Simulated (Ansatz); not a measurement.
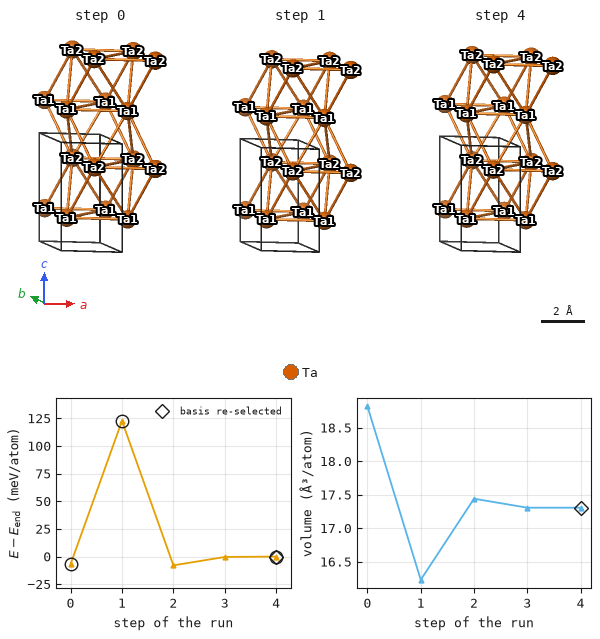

Frames of a relaxation of a crystal of Ta (set up in P6_3/mmc), marked on the history of the run. A ball-and-stick model of the cell of the calculation, repeated 2 × 2 × 2 with one cell outlined, seen slightly off an axis.

The run lets cell and atoms move.

All numbers below come from Ansatz, Kohn-Sham DFT of a periodic cell, PBEsol, Ansatz PAW.

Input file:
```yaml
crystal:
  lattice:
    - [2.9003720726, 0.0, 0.0]
    - [-1.4501860363, 2.5117958953, 0.0]
    - [0.0, 0.0, 5.166274]
  atoms:
    - { symbol: Ta, position: [0.3333333333, 0.6666666667, 0.25] }
    - { symbol: Ta, position: [0.6666666667, 0.3333333333, 0.75] }
hamiltonian:
  xc: pbesol
  pseudopotentials: { kind: paw }
kpoints:
  mp_grid: { grid: [11, 11, 5] }
scf:
  occupations: { method: fermi_dirac, width: 0.05 }
output:
  forces: true
  stress: true
  eigenvalues: true
relax:
  f_tol: 0.01
  max_steps: 40
  cell: { stress_tol: 0.05, p_target: 10.0 }
```

Launched with:
```bash
ansatz run input.yaml --threads 2 --pin off --max-ram 5632MiB --backend cpu --events-out ev --progress --plain --runs-dir out
```

### What happens along the run?

The energy rises by 6.9 meV per atom in 3 accepted moves (4 points after the start). With the target pressure of 10 GPa, the enthalpy E + pV changes by −87.4 meV per atom. All forces vanish by symmetry, so only the cell relaxes. The pressure goes from −7.33 to 10.00 GPa. At 1 point the geometry stayed and the basis and grid were re-selected for the new cell (energy shift of 0.3 meV per atom at most each time). The atoms keep their places relative to the cell (all moves are under 0.005 Å). Cell: a = b 2.900 → 2.820 Å (−2.8 %), c 5.166 → 5.025 Å (−2.7 %). Volume −8.0 %. Among the contacts that change: Ta1–Ta2 3.078 → 2.994 Å, Ta1–Ta1 2.900 → 2.820 Å. The space group stays P6_3/mmc (No. 194). The run took 4.5 s on 2 threads of AMD EPYC 7R13 Processor (Zen 3), with other jobs on the host, peak memory 0.37 GiB. From step 0 to 1: volume −13.7 %, energy +130 meV per atom. From step 1 to 4: volume +6.6 %, energy −123 meV per atom.

| step | E − E(0), meV/atom | pressure, GPa | volume, Å³/atom | note |
| --- | --- | --- | --- | --- |
| 0 | 0.00 | -7.33 | 18.819 |  |
| 1 | 129.70 | 27.64 | 16.231 |  |
| 2 | -0.99 | 8.17 | 17.442 |  |
| 3 | 6.59 | 10.03 | 17.307 |  |
| 4 | 6.94 | 10.00 | 17.307 | same geometry, new basis |
